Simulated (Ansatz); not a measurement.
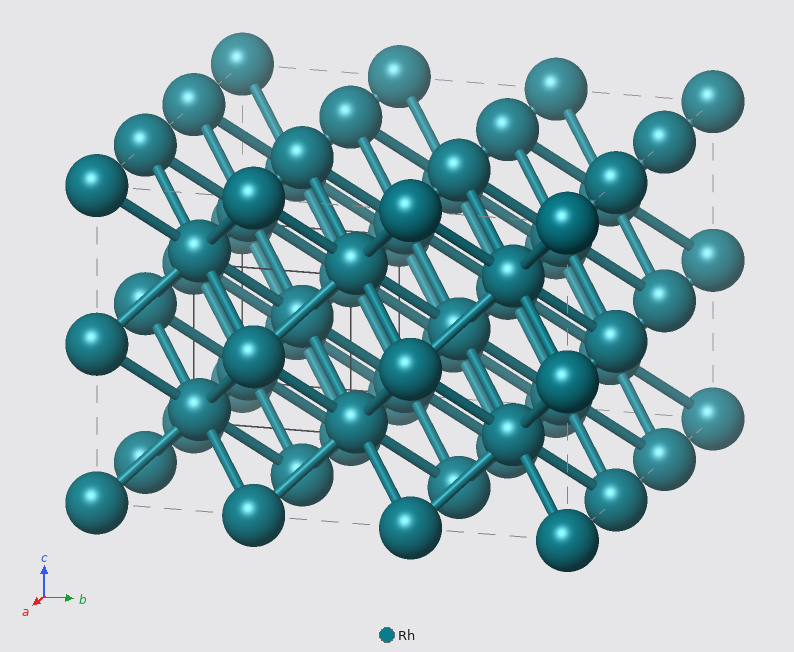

This ball-and-stick model is shown slightly off an axis. One conventional unit cell is drawn solid; the view covers 3×3×2 cells.

Rh, space group Im-3m (No. 229), a = 3.07 Å, b = 3.07 Å, c = 3.07 Å, α = 90.00°, β = 90.00°, γ = 90.00°.

Method used: DFT PBE, scalar-relativistic, plane waves, PAW (Ansatz 0.2.0). It ran with a kinetic-energy cutoff of 420 eV, k-points about 0.14 Å⁻¹ apart, Gaussian smearing of 0.05 eV, no spin polarisation.

Classify it as metallic or gapped, with the value.

Answer. A metal: bands cross the Fermi level.

Under what pressure is the structure?

Answer. The computed pressure is -0.1 GPa, close to zero.

The cell started as a structure type filled with this element by a generator (whether the element takes this form wasn't checked). The cell was then strained or its atoms displaced on purpose. It was run through Ansatz as a DFT input.
